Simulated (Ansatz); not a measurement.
## Single-point calculation of GaSb (part 1 of 2)

The run: single-point calculation of GaSb (slab, 16 atoms in the cell). Method and program: DFT PBE+D3(BJ), scalar-relativistic, plane waves, PAW, no spin polarisation (Ansatz 0.2.0).

The structure derives from an entry of the Crystallography Open Database. It belongs to a series of runs on one base structure; here: the slab at its places in the relaxed adsorbed structure. Figures and captions count atoms from 1; the log counts them from 0 in places.

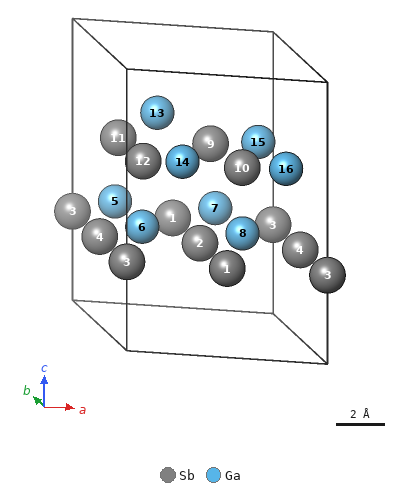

Figure 1. The input geometry (spheres-only view of the cell of the calculation, with the vacuum cut short, seen slightly off an axis; atoms are numbered from 1 in the order of the input). An atom can appear more than once, as a periodic image.

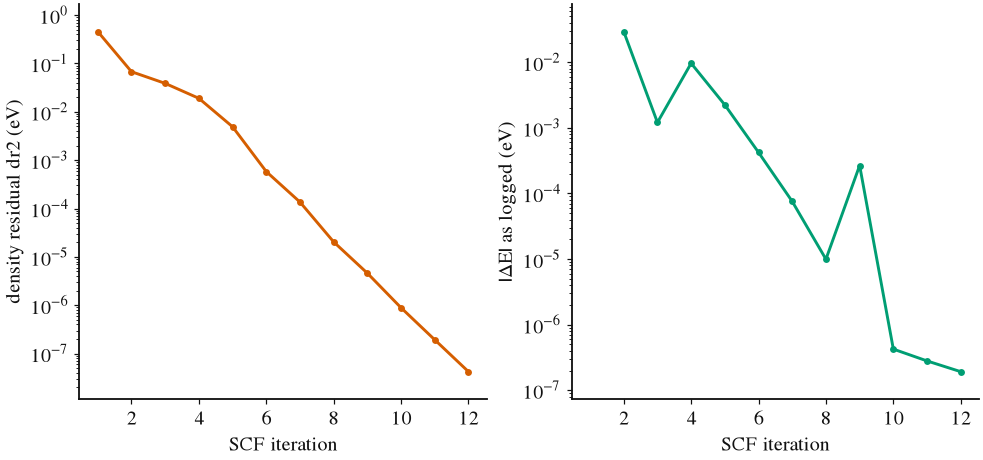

Figure 2. Convergence of the self-consistent field: density residual dr2 and size of the energy change against the SCF iteration. The residual falls at every step.

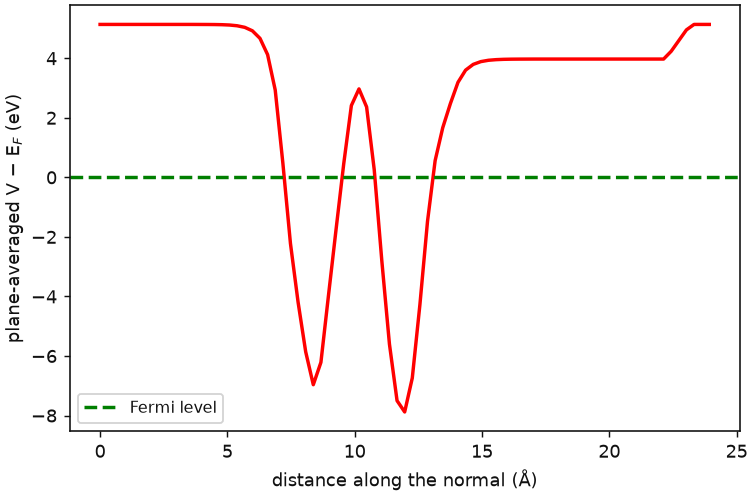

Figure 3. Plane average of the electrostatic potential energy of an electron across the cell, from the Fermi level. The vacuum level lies 3.97 eV above the Fermi level on the upper side and 5.14 eV on the lower.

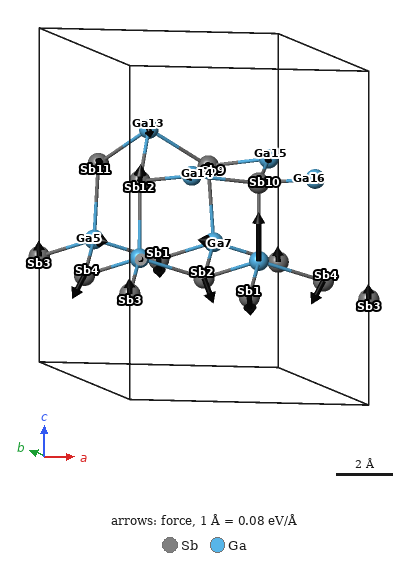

Figure 4. Forces on the atoms as black arrows (ball-and-stick view of the cell of the calculation, with the vacuum cut short, seen slightly off an axis; atoms are numbered from 1 in the order of the input). The largest act on Ga8 (0.14 eV/Å); Sb2, Sb4 (0.08 eV/Å); Sb1 (0.07 eV/Å); Ga5, Ga7 (0.05 eV/Å), among others. The geometry is not a stationary point of this energy.

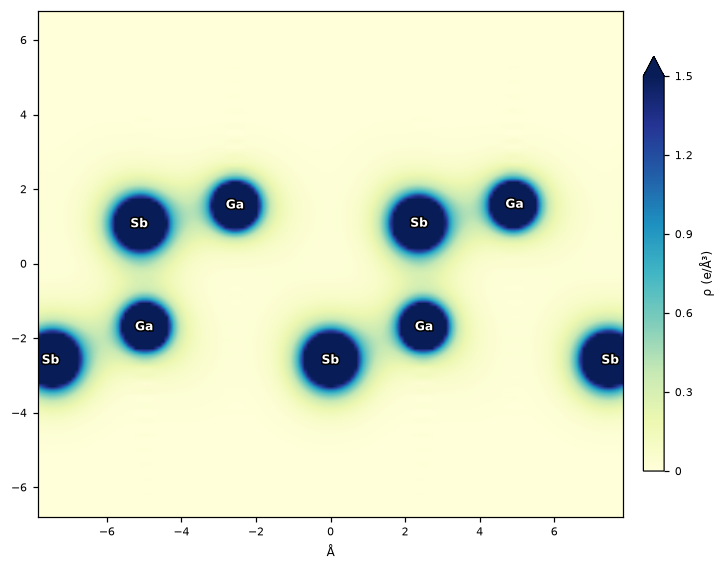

Figure 5. Valence pseudo-density on the (110) plane of the calculation cell, a cut from vacuum to vacuum. The section cuts through Sb and Ga sites. Ga–Sb (2.61 Å): ρ is about 0.44 e/Å³ halfway. Ga–Sb (2.65 Å): ρ at the midpoint is about 0.41 e/Å³. Ga–Sb (2.78 Å): the density is about 0.31 e/Å³ at the midpoint. The density dies away to nearly zero in the vacuum. In a PAW calculation such maps are meaningful between the atoms, not at the nuclei.

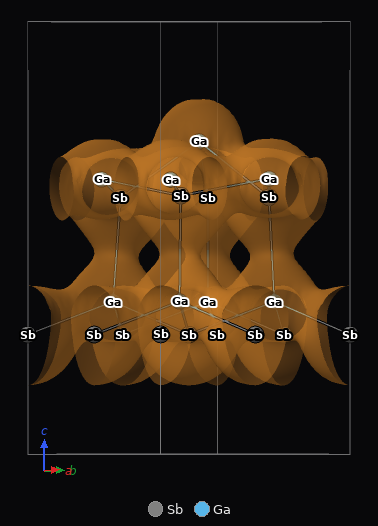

Figure 6. Isosurface of the valence pseudo-density at 0.2 e/Å³ (orange), seen at an oblique angle. Sticks mark near contacts. At this value the density is joined into sheets; it holds about 90 % of the electrons treated as valence (semicore included). On the grid the lowest density along these lines, outside the cores, is 0.43 e/Å³ (Ga–Sb, 2.61 Å), 0.39 e/Å³ (Ga–Sb, 2.65 Å), 0.33 e/Å³ (Ga–Sb, 2.75 Å) and 0.3 e/Å³ (Ga–Sb, 2.79 Å).

These pictures come from the run below.

## Input
```yaml
crystal:
  lattice:
    - [8.6680824752, 0.0, 0.0]
    - [-4.3340412376, 7.5067796256, 0.0]
    - [0.0, 0.0, 24.2244123151]
  atoms:
    - { symbol: Sb, position: [0.5, 0.0, 0.3302453696] }
    - { symbol: Sb, position: [0.5, 0.5, 0.3302453696] }
    - { symbol: Sb, position: [0.0, 0.0, 0.3302453696] }
    - { symbol: Sb, position: [0.0, 0.5, 0.3302453696] }
    - { symbol: Ga, position: [0.1666666667, 0.8333333333, 0.3667656556] }
    - { symbol: Ga, position: [0.1666666667, 0.3333333333, 0.3667656556] }
    - { symbol: Ga, position: [0.6666666667, 0.8333333333, 0.3667656556] }
    - { symbol: Ga, position: [0.6666666667, 0.3333333333, 0.3667656556] }
    - { symbol: Sb, position: [0.6406521826, 0.8237164356, 0.4818381622] }
    - { symbol: Sb, position: [0.6672312474, 0.3390256281, 0.4836356791] }
    - { symbol: Sb, position: [0.1804759392, 0.8232318764, 0.4816847841] }
    - { symbol: Sb, position: [0.1797573311, 0.3630156723, 0.4813007857] }
    - { symbol: Ga, position: [0.3334244991, 0.6696079086, 0.5436095642] }
    - { symbol: Ga, position: [0.3217853671, 0.1641612484, 0.5016046501] }
    - { symbol: Ga, position: [0.8407240951, 0.6838900334, 0.502388441] }
    - { symbol: Ga, position: [0.8385189236, 0.1651867342, 0.5011660978] }
basis:
  ecutwfc: 420
kpoints:
  mp_grid: { grid: [3, 3, 1] }
hamiltonian:
  xc: pbe
  dispersion: d3bj
scf:
  occupations: { method: gaussian, width: 0.1 }
output:
  forces: true
  eigenvalues: true
  write_density: true
  volumetric_format: npy
efield:
  axis: 3
  dipole_correction: true
  ramp_width: 0.04
```

Launched with:
```bash
ansatz run input.yaml --threads 4 --pin off --max-ram 10240MiB --backend cpu --events-out ev --progress --plain --runs-dir out
```

## The program's output
```
Engine: ansatz 0.2.0, aarch64-unknown-linux-gnu
Pseudopotentials: kind: paw
Pseudopotential: Sb, paw, valence charge 15, recommended cutoff 420 eV (normal), Sb.paw.azcp
Pseudopotential: Ga, paw, valence charge 13, recommended cutoff 420 eV (normal), Ga.paw.azcp
Functional definition: PBE
  parameter kappa = 0.804
  parameter beta = 0.06672455060314922
  exchange = pbe_x(kappa = kappa, mu = beta*pi^2/3)
  correlation = pbe_c(beta = beta)
Crystal: 16 atoms, lattice volume = 1576.268 Å³
Basis set: ecut = 420 eV, 30807 PW (Γ), exchange–correlation on 120×120×324 points (8 copies of the dense FFT grid, shifted against one another)
Bands: 135, of which v1, the nominal top of the filled ones, is band 112 counted from 1 (111 counted from 0)
Symmetry: 1 space group operations
Space group: P1 (ITA 1), of the structure as read, at distance tolerance 1.2e-4 Å
k-points: 5 of 9 (time reversal used)
Non-local potential: Sb, projectors of the file, l = 0: 2, l = 1: 2, l = 2: 2, l = 3: 2
Non-local potential: Ga, projectors of the file, l = 0: 2, l = 1: 2, l = 2: 3, l = 3: 1
PAW form: soft (Blöchl's): semilocal exchange-correlation on the pseudo side does not see the compensation charge
PAW one-centre angular grid: Sb, 590 points (default); XC on 64 Gauss nodes
PAW one-centre angular grid: Ga, 590 points (default); XC on 64 Gauss nodes
Initial density: superposition of atomic densities (neutral atoms: chi_scale 0, normalization atom), corrected by the library's trained network
Initial wavefunctions: pseudopotential atomic-orbital guess
Functional: x = pbe(κ = 0.804, μ = 0.2195149727645171), c = pbe(β = 0.06672455060314922)
SCF iter   1: F=—  HF=-82141.254853 eV  |F-HF|=—  |Δ(HF+E_count)|=         —  Δρ=1.92e-3  dr2=4.56e-1  ethr=1.77e-3  p=0.322 e·Å  D=3.70e-2 V/Å  ΔV_dip=-0.90 eV  dr2_dipole=1.32e-1  V_vac-E_F(+/−)=4.18/5.08 eV  ⟨swp⟩=6.8  Hψ=2659  notcnv=0  defer=23
efield: sawtooth ramp at fractional position 0.9169 (placed from the atoms, in the widest stretch of the axis that holds none; the zero of the levels goes with the place), width 0.0400; the density the first Hamiltonian is built on has a dipole p = 0.322 e·Å; the dipole correction subtracts the counter field D = 3.70e-2 V/Å, which shifts the + side's vacuum level by -0.90 eV against the − side's; the planar-averaged density in the ramp window peaks in size at 3.0e-6 e/Å³
preconditioner: auto → LDOS  [insulator: Δε(μ)=0.373 eV  Ē_g=13.126 eV  σ=0.100 eV  W_gap=0.76  n_scr=212 (ndim 8)  ℏωp=11.2 eV  f_vac=0.663  D(μ)=8.55/eV (n_scr^D=36)  ε∞_Penn≈1.7  β→1.0]
SCF iter   2: F=—  HF=-82141.225450 eV  |F-HF|=—  |Δ(HF+E_count)|=   2.94e-2  Δρ=1.35e-3  dr2=6.75e-2  ethr=2.04e-4  p=0.397 e·Å  D=4.56e-2 V/Å  ΔV_dip=-1.10 eV  dr2_dipole=6.60e-3  V_vac-E_F(+/−)=3.99/5.09 eV  ⟨swp⟩=3.0  Hψ=1318  notcnv=0  defer=70
SCF iter   3: F=—  HF=-82141.224245 eV  |F-HF|=—  |Δ(HF+E_count)|=   1.21e-3  Δρ=1.17e-3  dr2=3.87e-2  ethr=3.01e-5  p=0.397 e·Å  D=4.55e-2 V/Å  ΔV_dip=-1.10 eV  dr2_dipole=6.84e-3  V_vac-E_F(+/−)=4.01/5.11 eV  ⟨swp⟩=2.0  Hψ=1052  notcnv=0  defer=70
SCF iter   4: F=—  HF=-82141.214590 eV  |F-HF|=—  |Δ(HF+E_count)|=   9.66e-3  Δρ=4.85e-4  dr2=1.90e-2  ethr=1.73e-5  p=0.407 e·Å  D=4.67e-2 V/Å  ΔV_dip=-1.13 eV  dr2_dipole=3.88e-3  V_vac-E_F(+/−)=3.98/5.12 eV  ⟨swp⟩=2.0  Hψ=940  notcnv=0  defer=70
SCF iter   5: F=—  HF=-82141.212352 eV  |F-HF|=—  |Δ(HF+E_count)|=   2.24e-3  Δρ=2.97e-4  dr2=4.90e-3  ethr=8.49e-6  p=0.416 e·Å  D=4.78e-2 V/Å  ΔV_dip=-1.16 eV  dr2_dipole=4.83e-4  V_vac-E_F(+/−)=3.97/5.13 eV  ⟨swp⟩=2.0  Hψ=951  notcnv=0  defer=70
SCF iter   6: F=—  HF=-82141.211930 eV  |F-HF|=—  |Δ(HF+E_count)|=   4.23e-4  Δρ=1.25e-4  dr2=5.81e-4  ethr=2.19e-6  p=0.419 e·Å  D=4.81e-2 V/Å  ΔV_dip=-1.17 eV  dr2_dipole=1.72e-5  V_vac-E_F(+/−)=3.97/5.14 eV  ⟨swp⟩=2.0  Hψ=885  notcnv=0  defer=70
SCF iter   7: F=—  HF=-82141.211854 eV  |F-HF|=—  |Δ(HF+E_count)|=   7.56e-5  Δρ=5.18e-5  dr2=1.36e-4  ethr=2.59e-7  p=0.418 e·Å  D=4.80e-2 V/Å  ΔV_dip=-1.16 eV  dr2_dipole=3.94e-6  V_vac-E_F(+/−)=3.98/5.14 eV  ⟨swp⟩=2.2  Hψ=1157  notcnv=0  defer=70
SCF iter   8: F=—  HF=-82141.211844 eV  |F-HF|=—  |Δ(HF+E_count)|=   9.95e-6  Δρ=2.42e-5  dr2=2.04e-5  ethr=6.07e-8  p=0.418 e·Å  D=4.80e-2 V/Å  ΔV_dip=-1.16 eV  dr2_dipole=3.51e-8  V_vac-E_F(+/−)=3.97/5.14 eV  ⟨swp⟩=2.0  Hψ=1103  notcnv=0  defer=70
SCF iter   9: F=—  HF=-82141.212111 eV  |F-HF|=—  |Δ(HF+E_count)|=   2.67e-4  Δρ=1.10e-5  dr2=4.60e-6  ethr=9.10e-9  p=0.418 e·Å  D=4.80e-2 V/Å  ΔV_dip=-1.16 eV  dr2_dipole=6.90e-9  V_vac-E_F(+/−)=3.97/5.14 eV  ⟨swp⟩=2.0  Hψ=1217  notcnv=0  defer=70
SCF iter  10: F=—  HF=-82141.212110 eV  |F-HF|=—  |Δ(HF+E_count)|=   4.24e-7  Δρ=5.35e-6  dr2=8.87e-7  ethr=2.05e-9  p=0.418 e·Å  D=4.80e-2 V/Å  ΔV_dip=-1.16 eV  dr2_dipole=2.08e-8  V_vac-E_F(+/−)=3.97/5.14 eV  ⟨swp⟩=2.0  Hψ=1087  notcnv=0  defer=70
SCF iter  11: F=—  HF=-82141.212111 eV  |F-HF|=—  |Δ(HF+E_count)|=   2.80e-7  Δρ=2.31e-6  dr2=1.93e-7  ethr=3.96e-10  p=0.418 e·Å  D=4.80e-2 V/Å  ΔV_dip=-1.16 eV  dr2_dipole=2.27e-9  V_vac-E_F(+/−)=3.97/5.14 eV  ⟨swp⟩=2.0  Hψ=962  notcnv=0  defer=70
SCF iter  12: F=-82141.212111 eV  HF=-82141.212111 eV  |F-HF|=6.97e-8  |Δ(HF+E_count)|=   1.92e-7  Δρ=1.15e-6  dr2=4.23e-8  ethr=4.46e-11  p=0.418 e·Å  D=4.80e-2 V/Å  ΔV_dip=-1.16 eV  dr2_dipole=1.74e-9  V_vac-E_F(+/−)=3.97/5.14 eV  ⟨swp⟩=18.0  Hψ=3318  notcnv=0
SCF 1 converged in 12 iterations: F = -82141.212111 eV  dr2 = 4.23e-8
  greatest PAW one-centre occupation: 0.996 electrons in one spin orbital (limit 2), on the Sb atom at site 11 (counted from 0), in its partial waves of l = 2
SCF converged after 12 iterations
Free energy (F): -82141.212111 eV
Harris-Foulkes:  -82141.212111 eV  (|F-HF|=6.97e-8)
Internal energy: -82141.172728 eV  (E = F + TS)
E sigma→0 (E₀):  -82141.192420 eV
Entropy (-TS):   -0.039383 eV (-2.461 meV/atom)
Fermi energy:    -1.040965 eV
Dipole field:    D = 0.047995 V/Å  (p = 0.418086 e·Å, saw-weighted, corrected)
Work function:   Φ+ = 3.9733 eV   Φ− = 5.1360 eV
Levels:          The Fermi level and band energies are counted from a zero that moves with the ramp; work functions are not
```
